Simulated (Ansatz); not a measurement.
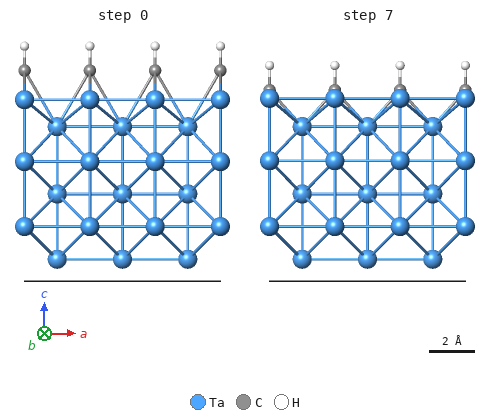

The structure of a slab of composition Ta₆HC (cut from the Fm-3m phase) before (left) and after (right) a constrained relaxation, at one scale.

A ball-and-stick model of the 3 × 2 repeat of the cell, outlined in the plane, without the vacuum, seen along the b axis.

Case: CH put at a bridge Ta-Ta site. The slab is the (1 1 0) face of Ta with CH on it. 3 atoms are held fixed.

Level of theory: DFT PBEsol, scalar-relativistic, plane waves, PAW (Ansatz).

Input file:
```yaml
crystal:
  lattice:
    - [2.9525883348, 0.0, 0.0]
    - [0.0, 4.1755904672, 0.0]
    - [0.0, 0.0, 27.4814708371]
  atoms:
    - { symbol: Ta, position: [0.5, 0.5, 0.3092993112] }
    - { symbol: Ta, position: [0.0, 0.0, 0.363018931] }
    - { symbol: Ta, position: [0.5, 0.5, 0.4167385509] }
    - { symbol: Ta, position: [0.0, 0.0, 0.4698906669] }
    - { symbol: Ta, position: [0.5, 0.5, 0.5274161381] }
    - { symbol: Ta, position: [0.0, 0.0, 0.5718159958] }
    - { symbol: C, position: [0.0, 0.5, 0.6198483594] }
    - { symbol: H, position: [0.0, 0.5, 0.6598753291] }
basis:
  ecutwfc: 420
kpoints:
  mp_grid: { grid: [10, 7, 1] }
hamiltonian:
  xc: pbesol
scf:
  occupations: { method: gaussian, width: 0.1 }
output:
  forces: true
  eigenvalues: true
  write_density: true
  write_potential: true
  elf: true
  volumetric_format: npy
relax:
  adjacent_minimum: "off"
  f_tol: 0.03
  max_steps: 70
  constraints: [{ sites: [0, 1, 2] }]
efield:
  axis: 3
  dipole_correction: true
  ramp_width: 0.04
```

Launched with:
```bash
ansatz run input.yaml --threads 2 --pin off --max-ram 5120MiB --backend cpu --events-out ev --progress --plain --runs-dir out
```

Describe what moved and what it gained.

Answer. The atom that moves furthest is C7 (0.89 Å along the normal (−c)). Largest moves by element: C 0.89 Å, H 0.87 Å, Ta 0.06 Å. The lattice vectors keep their values. Among the contacts that change: Ta5–C7 2.938 → 2.208 Å, Ta6–C7 2.470 → 2.120 Å, Ta2–Ta4 2.937 → 2.976 Å, Ta5–Ta6 2.833 → 2.857 Å. Bond angles that change, for instance: Ta6–C7–Ta6 115.4° → 160.0°, Ta5–C7–Ta5 60.3° → 83.9°, Ta6–C7–H8 122.3° → 100.0°. After 6 accepted moves (7 points after the start) the energy has fallen by 2.820 eV per cell of the calculation. Largest force component: 4.3 eV/Å at the start, 0.022 eV/Å at the end. 1 step only repeated the SCF at the same geometry. The run took 73 s on 2 threads of Intel(R) Xeon(R) 6975P-C (Granite Rapids), on a shared host, peak memory 0.78 GiB.

Limits of the set-up: the periodic images lie only 3.0 Å apart, so the values are limited by the cell's size.
